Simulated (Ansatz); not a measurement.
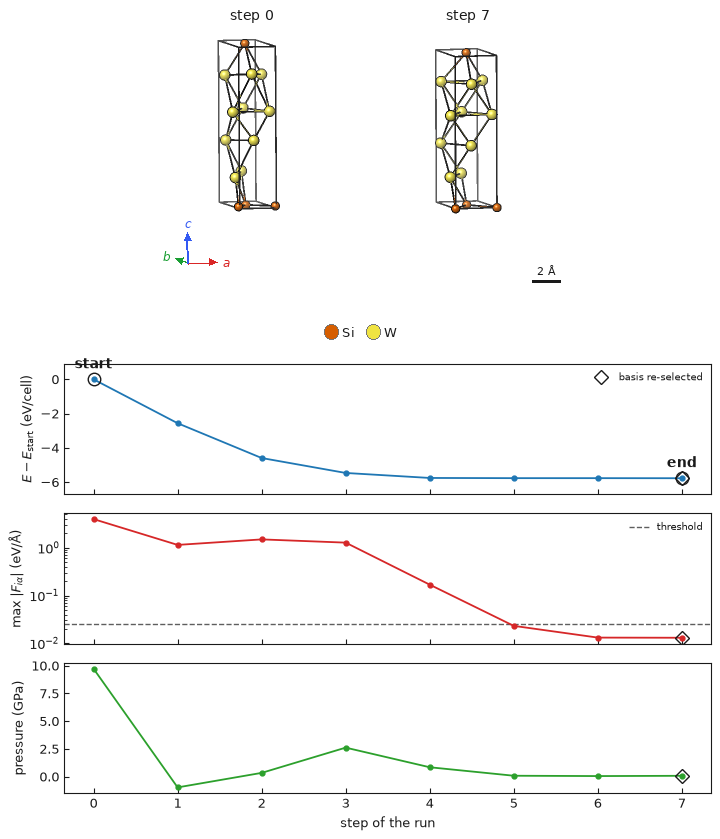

First and last geometry of a relaxation of solid SiW4 (a generated structure, set up in P1) (coarse preliminary run), with the history of the run. Style: ball-and-stick. Shown: the cell of the calculation, slightly off an axis.

All numbers below come from Ansatz 0.2.0, DFT PBE, scalar-relativistic, plane waves, PAW.

Input file:
```yaml
crystal:
  lattice:
    - [1.3973792775, -2.448697215, 0.0160482328]
    - [-4.115478156, -2.4044377301, -0.0476938301]
    - [-0.132441795, 0.000540864, -11.7946504143]
  atoms:
    - { symbol: Si, position: [0.4233365928, 0.4632738282, 0.0027706123] }
    - { symbol: Si, position: [1.0008199214, 1.0525497889, 1.0103068046] }
    - { symbol: W, position: [0.504012637, 0.8164288221, 0.1982563959] }
    - { symbol: W, position: [0.0586332461, 0.3050793918, 0.1804939324] }
    - { symbol: W, position: [0.556258463, 0.8128858174, 0.587562377] }
    - { symbol: W, position: [-0.0101814082, 0.2898280896, 0.586643744] }
    - { symbol: W, position: [0.0062605978, 0.7041798945, 0.7989660471] }
    - { symbol: W, position: [0.4536261904, 0.1860798604, 0.8244340492] }
    - { symbol: W, position: [0.0161126719, 0.6946906038, 0.3973071539] }
    - { symbol: W, position: [0.4911210879, 0.1750039034, 0.4132588836] }
basis:
  ecutwfc: 420
kpoints:
  mp_grid: { grid: [8, 4, 2] }
hamiltonian:
  xc: pbe
scf:
  occupations: { method: gaussian, width: 0.2 }
  lower_state_search: "off"
output:
  forces: true
  stress: true
  eigenvalues: true
relax:
  adjacent_minimum: "off"
  f_tol: 0.025
  max_steps: 60
  cell: { stress_tol: 0.25 }
```

Command:
```bash
ansatz run input.yaml --threads 1 --pin off --max-ram 2560MiB --backend cpu --events-out ev --progress --plain --runs-dir out
```

Q: Read the history and describe the run.

A: It converged. After 6 accepted moves (7 points after the start) the energy has fallen by 5.766 eV per cell of the calculation. The largest force component goes from 4 to 0.013 eV/Å. The pressure goes from 9.73 to 0.08 GPa. At 1 point the geometry stayed and the basis and grid were re-selected for the new cell (energy shift of 3.9 meV per cell of the calculation at most each time). The atom that moves furthest relative to the cell is W10 (0.40 Å roughly along [0 3 −1]). By element the largest moves are W 0.40 Å, Si 0.30 Å. Cell: a 2.819 → 3.167 Å (+12.3 %), b 4.767 → 4.485 Å (−5.9 %), c 11.795 → 11.106 Å (−5.8 %), α 88.9° → 88.1°, β 90.6° → 90.0°, γ 89.4° → 90.0°. Volume −0.5 %. Among the contacts that change: W5–W8 4.065 → 3.170 Å, W3–W10 3.934 → 3.170 Å, W4–W9 3.839 → 3.170 Å, W5–W10 3.709 → 3.170 Å. The space group (tolerance 0.01 Å) goes from P1 (No. 1) to C2/m (No. 12). Cost: 6.2 min on 1 thread of Arm Neoverse V1 (shared host), peak memory 0.56 GiB.
